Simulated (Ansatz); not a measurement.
# TiO$_{2}$: field-gradient calculation

- system: TiO$_{2}$ (Pbcn, 12 atoms in the cell)
- method: DFT, PBE, plane waves, PAW, no spin polarisation (Ansatz 0.2.0)

The structure derives from an entry of the Crystallography Open Database. Some settings of this run were made unusual or wrong on purpose.

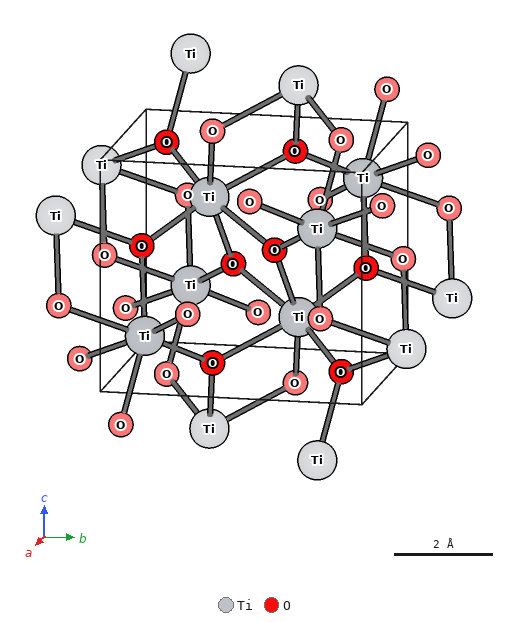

**Figure 1.** The input geometry (ball-and-stick view of the cell of the calculation, seen slightly off an axis; neighbours outside the cell are drawn fainter). Near neighbours in the crystal (not all of them lie inside the picture): Ti has 6 O at 1.87 to 2.06 Å; O has 3 Ti at 1.87 to 2.06 Å.

## Input file
```yaml
crystal:
  lattice:
    - [4.5318, 0.0, 0.0]
    - [0.0, 5.5019, 0.0]
    - [0.0, 0.0, 4.9063]
  atoms:
    - { symbol: Ti, position: [0.0, 0.1704, 0.25] }
    - { symbol: Ti, position: [0.5, 0.3296, 0.75] }
    - { symbol: Ti, position: [0.0, 0.8296, 0.75] }
    - { symbol: Ti, position: [0.5, 0.6704, 0.25] }
    - { symbol: O, position: [0.2716, 0.3814, 0.4142] }
    - { symbol: O, position: [0.2284, 0.1186, 0.9142] }
    - { symbol: O, position: [0.7716, 0.1186, 0.5858] }
    - { symbol: O, position: [0.7284, 0.3814, 0.0858] }
    - { symbol: O, position: [0.7284, 0.6186, 0.5858] }
    - { symbol: O, position: [0.7716, 0.8814, 0.0858] }
    - { symbol: O, position: [0.2284, 0.8814, 0.4142] }
    - { symbol: O, position: [0.2716, 0.6186, 0.9142] }
kpoints:
  mp_grid: { grid: [5, 4, 4] }
scf:
  occupations: { method: fixed }
  max_iter: 100
hamiltonian:
  xc: pbe
  pseudopotentials: { kind: paw }
output:
  forces: true
  stress: true
  populations: true
  efg:
    quadrupole_moments_barn: { Ti: 0.247, O: -0.02558 }
    contact_densities: true
```

Machine: 1 thread of an Arm (aarch64) CPU, shared host.

Command:
```bash
ansatz run input.yaml --threads 1 --pin off --max-ram 2560MiB --backend cpu --events-out ev --progress --plain --runs-dir out
```

## What the program printed
```
Engine: ansatz 0.2.0, aarch64-unknown-linux-gnu
Pseudopotentials: kind: paw
Pseudopotential: Ti, paw, valence charge 12, recommended cutoff 420 eV (normal), Ti.paw.azcp
Pseudopotential: O, paw, valence charge 6, recommended cutoff 420 eV (normal), O.paw.azcp
Functional definition: PBE
  parameter kappa = 0.804
  parameter beta = 0.06672455060314922
  exchange = pbe_x(kappa = kappa, mu = beta*pi^2/3)
  correlation = pbe_c(beta = beta)
Crystal: 12 atoms, lattice volume = 122.331 Å³
Basis set: ecut = 420 eV, 2409 PW (Γ), exchange–correlation on 64×80×72 points (8 copies of the dense FFT grid, shifted against one another)
Bands: 60, of which v1, the nominal top of the filled ones, is band 48 counted from 1 (47 counted from 0)
Symmetry: 8 space group operations
Space group: Pbcn (ITA 60), of the structure as read, at distance tolerance 5.0e-5 Å
k-points: 27 of 80
Non-local potential: Ti, projectors of the file, l = 0: 3, l = 1: 2, l = 2: 3, l = 3: 1
Non-local potential: O, projectors of the file, l = 0: 2, l = 1: 2, l = 2: 1
PAW form: soft (Blöchl's): semilocal exchange-correlation on the pseudo side does not see the compensation charge
PAW one-centre angular grid: Ti, 590 points (default); XC on 64 Gauss nodes
PAW one-centre angular grid: O, 110 points (default); XC on 64 Gauss nodes
Initial density: superposition of atomic densities (neutral atoms: chi_scale 0, normalization atom), corrected by the library's trained network
Initial wavefunctions: pseudopotential atomic-orbital guess
Functional: x = pbe(κ = 0.804, μ = 0.2195149727645171), c = pbe(β = 0.06672455060314922)
SCF iter   1: F=—  HF=-14554.585054 eV  |F-HF|=—  |Δ(HF+E_count)|=         —  Δρ=3.70e-3  dr2=5.50e-3  ethr=1.77e-3  ⟨swp⟩=3.1  Hψ=5376  notcnv=0  defer=172
preconditioner: auto → Resta (q_TF=auto, 2.620 Å⁻¹)  ε∞=8.9  [insulator: Δε(μ)=2.552 eV  Ē_g=9.545 eV  n_scr=34 (ndim 8)  ℏωp=26.9 eV  f_vac=0.015  ε∞_Penn≈8.9]
SCF iter   2: F=—  HF=-14554.586254 eV  |F-HF|=—  |Δ(HF+E_count)|=   1.20e-3  Δρ=1.96e-3  dr2=1.59e-3  ethr=5.73e-6  ⟨swp⟩=2.4  Hψ=2646  notcnv=0  defer=268
SCF iter   3: F=—  HF=-14554.586923 eV  |F-HF|=—  |Δ(HF+E_count)|=   6.69e-4  Δρ=1.00e-3  dr2=5.42e-4  ethr=1.66e-6  ⟨swp⟩=2.0  Hψ=2164  notcnv=0  defer=268
SCF iter   4: F=—  HF=-14554.587148 eV  |F-HF|=—  |Δ(HF+E_count)|=   2.25e-4  Δρ=1.32e-4  dr2=1.00e-5  ethr=5.65e-7  ⟨swp⟩=2.0  Hψ=2104  notcnv=0  defer=160
SCF iter   5: F=—  HF=-14554.586955 eV  |F-HF|=—  |Δ(HF+E_count)|=   1.93e-4  Δρ=3.24e-5  dr2=8.11e-7  ethr=1.04e-8  ⟨swp⟩=2.0  Hψ=2324  notcnv=0  defer=160
SCF iter   6: F=-14554.586956 eV  HF=-14554.586956 eV  |F-HF|=4.63e-8  |Δ(HF+E_count)|=   6.34e-7  Δρ=7.20e-6  dr2=6.62e-8  ethr=1.04e-10  ⟨swp⟩=10.4  Hψ=7198  notcnv=0
SCF 1 converged in 6 iterations: F = -14554.586956 eV  dr2 = 6.62e-8
  greatest PAW one-centre occupation: 0.999 electrons in one spin orbital (limit 2), on the Ti atom at site 3 (counted from 0), in its partial waves of l = 0
SCF converged after 6 iterations
Free energy (F): -14554.586956 eV
Harris-Foulkes:  -14554.586956 eV  (|F-HF|=4.63e-8)
Internal energy: -14554.586956 eV  (E = F + TS)
E sigma→0 (E₀):  -14554.586956 eV
Fermi energy:    9.100734 eV
--- Per-component energies (eV) ---
  E_band       = -746.053493
  E_kinetic    = 2496.181547
  E_local      = -5971.065574  (includes V_loc(G=0)·N_el)
  E_nonlocal   = 393.857175
  E_hartree    = 2268.125596
  E_xc         = -986.060918
  E_vxc        = -1248.915838  (∫ρ·V_xc dr)
  E_paw        = -5444.607121  (= ΣΔE_a)
  E_vpaw       = -952.373088  (= ΣTr[D̂ρ^β])
  E_aug_tail   = 0.020176  (compensation charges beyond the density's cutoff)
  E_ewald      = -7311.037836
  E_smearing   = -0.000000  (= −TS)
  E_closure    = 0.000000  (closes the sum)
  Σ components = -14554.586956   (vs F -14554.586956, Δ=0.00e0)
--- Forces (eV/Å), atoms counted from 1 ---
  atom   1  Ti     0.00000000     0.13160939     0.00000000
  atom   2  Ti     0.00000000    -0.13160939     0.00000000
  atom   3  Ti     0.00000000    -0.13160939     0.00000000
  atom   4  Ti     0.00000000     0.13160939    -0.00000000
  atom   5  O     -0.00185132    -0.05006299     0.19570289
  atom   6  O      0.00185132     0.05006299     0.19570289
  atom   7  O     -0.00185132     0.05006299    -0.19570289
  atom   8  O      0.00185132    -0.05006299    -0.19570289
  atom   9  O      0.00185132     0.05006299    -0.19570289
  atom  10  O     -0.00185132    -0.05006299    -0.19570289
  atom  11  O      0.00185132    -0.05006299     0.19570289
  atom  12  O     -0.00185132     0.05006299     0.19570289
  max |Σ_I F_I| component: 2.78e-17 eV/Å
--- Stress (GPa, compression-positive) ---
        5.660074       0.000000       0.000000
        0.000000       6.415964       0.000000
        0.000000       0.000000       5.037052
  P = ⅓ Tr σ = 5.7044 GPa (57.044 kbar)
--- PAW observables at the nuclei: V_zz in 10²¹ V/m², potentials from the cell's mean, atoms counted from 1 ---
  atom   1  Ti V_zz =    -2.138914   η = 0.7083   by run symmetry: allowed   C_q = -12.7745 MHz
            electrostatic potential = -2527.524361 V   contact ρ = 56792.259059 e/Å³
  atom   2  Ti V_zz =    -2.138914   η = 0.7083   by run symmetry: allowed   C_q = -12.7745 MHz
            electrostatic potential = -2527.524361 V   contact ρ = 56792.259059 e/Å³
  atom   3  Ti V_zz =    -2.138914   η = 0.7083   by run symmetry: allowed   C_q = -12.7745 MHz
            electrostatic potential = -2527.524361 V   contact ρ = 56792.259059 e/Å³
  atom   4  Ti V_zz =    -2.138914   η = 0.7083   by run symmetry: allowed   C_q = -12.7745 MHz
            electrostatic potential = -2527.524361 V   contact ρ = 56792.259059 e/Å³
  atom   5  O  V_zz =    -2.769520   η = 0.5196   by run symmetry: allowed   C_q = +1.7130 MHz
            electrostatic potential = -625.135041 V   contact ρ = 2157.520430 e/Å³
  atom   6  O  V_zz =    -2.769520   η = 0.5196   by run symmetry: allowed   C_q = +1.7130 MHz
            electrostatic potential = -625.135041 V   contact ρ = 2157.520430 e/Å³
  atom   7  O  V_zz =    -2.769520   η = 0.5196   by run symmetry: allowed   C_q = +1.7130 MHz
            electrostatic potential = -625.135041 V   contact ρ = 2157.520430 e/Å³
  atom   8  O  V_zz =    -2.769520   η = 0.5196   by run symmetry: allowed   C_q = +1.7130 MHz
            electrostatic potential = -625.135041 V   contact ρ = 2157.520430 e/Å³
  atom   9  O  V_zz =    -2.769520   η = 0.5196   by run symmetry: allowed   C_q = +1.7130 MHz
            electrostatic potential = -625.135041 V   contact ρ = 2157.520430 e/Å³
  atom  10  O  V_zz =    -2.769520   η = 0.5196   by run symmetry: allowed   C_q = +1.7130 MHz
            electrostatic potential = -625.135041 V   contact ρ = 2157.520430 e/Å³
  atom  11  O  V_zz =    -2.769520   η = 0.5196   by run symmetry: allowed   C_q = +1.7130 MHz
            electrostatic potential = -625.135041 V   contact ρ = 2157.520430 e/Å³
  atom  12  O  V_zz =    -2.769520   η = 0.5196   by run symmetry: allowed   C_q = +1.7130 MHz
            electrostatic potential = -625.135041 V   contact ρ = 2157.520430 e/Å³
--- Band table (eV; the first three rows and the last of 27) ---
  k-point 0: bands = ["-47.2845", "-47.2620", "-47.2517", "-47.2468", "-23.7468", "-23.6651", "-23.6265", "-23.5831", "-23.5659", "-23.5410", "-23.5332", "-23.4952", "-23.4556", "-23.4491", "-23.4282", "-23.4280", "-8.7740", "-7.5797", "-7.3679", "-7.2011", "-7.1812", "-7.1527", "-6.9242", "-6.8278", "4.0406", "4.1948", "4.6060", "4.6765", "5.0953", "5.1031", "5.3383", "5.6983", "5.7874", "5.9632", "6.5278", "6.5635", "6.7883", "6.8673", "6.9226", "7.1897", "7.5216", "7.6068", "8.1704", "8.5444", "8.5529", "8.6966", "9.0821", "9.1007", "11.7607", "11.7778", "11.8943", "11.9354", "11.9380", "12.3780", "12.6574", "12.6660", "12.9701", "13.2220", "13.4818", "13.8056"]
  k-point 1: bands = ["-47.2789", "-47.2605", "-47.2532", "-47.2523", "-23.7080", "-23.6936", "-23.6593", "-23.6039", "-23.5381", "-23.5068", "-23.5036", "-23.4795", "-23.4744", "-23.4622", "-23.4576", "-23.4350", "-8.5603", "-7.6228", "-7.4461", "-7.3716", "-7.0686", "-7.0412", "-7.0181", "-6.9019", "4.2496", "4.3964", "4.6286", "4.6489", "4.7248", "5.1048", "5.4161", "5.5151", "5.9215", "6.0237", "6.3538", "6.6610", "6.8130", "7.0188", "7.1771", "7.2017", "7.4617", "7.8223", "7.9793", "8.0704", "8.3078", "8.7788", "8.8898", "8.9842", "11.8199", "11.8653", "11.9447", "11.9652", "12.2247", "12.3946", "12.5827", "12.8303", "13.0774", "13.3476", "13.3649", "13.8287"]
  k-point 2: bands = ["-47.2656", "-47.2656", "-47.2568", "-47.2568", "-23.7050", "-23.7050", "-23.6177", "-23.6177", "-23.5326", "-23.5326", "-23.4847", "-23.4847", "-23.4744", "-23.4744", "-23.4489", "-23.4489", "-8.0394", "-8.0394", "-7.4711", "-7.4711", "-7.0607", "-7.0607", "-6.9543", "-6.9543", "4.1802", "4.1802", "4.7955", "4.7955", "5.1177", "5.1177", "5.5955", "5.5955", "5.9266", "5.9266", "6.4746", "6.4746", "6.6625", "6.6625", "7.0439", "7.0439", "7.6412", "7.6412", "8.0267", "8.0267", "8.6333", "8.6333", "8.8089", "8.8089", "11.6698", "11.6698", "12.1280", "12.1280", "12.6224", "12.6224", "12.8281", "12.8281", "13.0268", "13.0268", "13.6226", "13.6226"]
  k-point 26: bands = ["-47.2612", "-47.2612", "-47.2612", "-47.2612", "-23.6919", "-23.6919", "-23.6902", "-23.6902", "-23.4866", "-23.4866", "-23.4839", "-23.4839", "-23.4592", "-23.4592", "-23.4547", "-23.4547", "-7.7094", "-7.7094", "-7.6687", "-7.6687", "-7.1139", "-7.1139", "-7.0638", "-7.0638", "4.5096", "4.5096", "4.6473", "4.6473", "5.1558", "5.1558", "5.2257", "5.2257", "6.2455", "6.2455", "6.3607", "6.3607", "7.2252", "7.2252", "7.2443", "7.2443", "7.7242", "7.7242", "7.8545", "7.8545", "8.1084", "8.1084", "8.5052", "8.5052", "11.9290", "11.9290", "12.2126", "12.2126", "12.5701", "12.5701", "12.6135", "12.6135", "12.9797", "12.9797", "13.1371", "13.1371"]
--- Löwdin populations: 12 sites ---
  site symbol       q [e]
     0     Ti     10.6419
     1     Ti     10.6419
     2     Ti     10.6419
     3     Ti     10.6419
     4      O      6.6400
     5      O      6.6400
     6      O      6.6400
     7      O      6.6400
     8      O      6.6400
     9      O      6.6400
    10      O      6.6400
    11      O      6.6400
  spilling = 0.003251 (of n_electrons = 96.000000)
```

## File populations.tsv
```
# site	symbol	l	j	q
# orbitals = lowdin
# n_electrons = 96.000000
# spilling = 0.003251
0	Ti	0_3S	-	1.928981
0	Ti	0_4S	-	0.443661
0	Ti	1_3P	-	5.985840
0	Ti	2_3D	-	2.283434
1	Ti	0_3S	-	1.928981
1	Ti	0_4S	-	0.443661
1	Ti	1_3P	-	5.985840
1	Ti	2_3D	-	2.283434
2	Ti	0_3S	-	1.928981
2	Ti	0_4S	-	0.443661
2	Ti	1_3P	-	5.985840
2	Ti	2_3D	-	2.283434
3	Ti	0_3S	-	1.928981
3	Ti	0_4S	-	0.443661
3	Ti	1_3P	-	5.985840
3	Ti	2_3D	-	2.283434
4	O	0_2S	-	1.755555
4	O	1_2P	-	4.884471
5	O	0_2S	-	1.755555
5	O	1_2P	-	4.884471
6	O	0_2S	-	1.755555
6	O	1_2P	-	4.884471
7	O	0_2S	-	1.755555
7	O	1_2P	-	4.884471
8	O	0_2S	-	1.755555
8	O	1_2P	-	4.884471
9	O	0_2S	-	1.755555
9	O	1_2P	-	4.884471
10	O	0_2S	-	1.755555
10	O	1_2P	-	4.884471
11	O	0_2S	-	1.755555
11	O	1_2P	-	4.884471
```

## What the run reported

```tsv
quantity	value
outcome	converged
space group (tolerance 0.01 Å)	Pbcn (60)
electrons treated	96
free energy	−14554.5870 eV
Fermi energy	9.101 eV
gap on the k-point mesh	2.57 eV
pressure	5.70 GPa
field gradient V_zz (10²¹ V/m²)	Ti −2.14, Ti −2.14, Ti −2.14, Ti −2.14, O −2.77, O −2.77, O −2.77, O −2.77 (the first 8 of 12 sites)
largest force (length of the vector)	0.202 eV/Å
wall time	14 s
peak memory	0.48 GiB
```

The input was spoiled on purpose: fixed occupations whatever the gap (`scf.occupations`). It did no harm here: the run converged to the energy of the sound run within 1 meV per atom.
